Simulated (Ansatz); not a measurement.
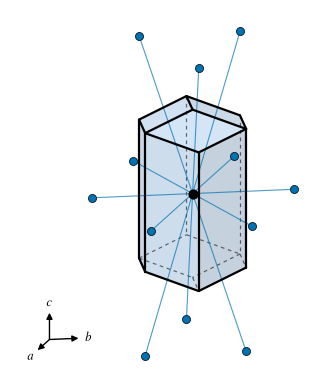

The Wigner–Seitz cell of the crystal's lattice, with lines to the lattice points that define its faces. Crystal: Ge, the end point of a relaxation with Ansatz, DFT PBE, scalar-relativistic, plane waves, PAW; the starting structure was generated, so it need not be a known form of this composition. The drawing is computed from the coordinates (standard cell, symmetry found to 0.002 Å).

a = 4.113 Å, b = 4.113 Å, c = 19.674 Å, α = 90.00°, β = 90.00°, γ = 120.00°; lattice centring R.

Question: Describe the polyhedron.

Answer: A rhombic dodecahedron: 12 faces (12 with 4 edges), 24 edges, 14 vertices. Its volume is that of the primitive cell, 96.1 Å³.

Question: Which lattice vectors do the faces bisect?

Answer:
```json
{"example": "a + b", "length (Å)": "4.11", "faces": "6", "edges of each": "4", "area (Å²)": "14.6"}
{"example": "2/3 a + 1/3 b + 1/3 c", "length (Å)": "6.97", "faces": "6", "edges of each": "4", "area (Å²)": "5.2"}
```
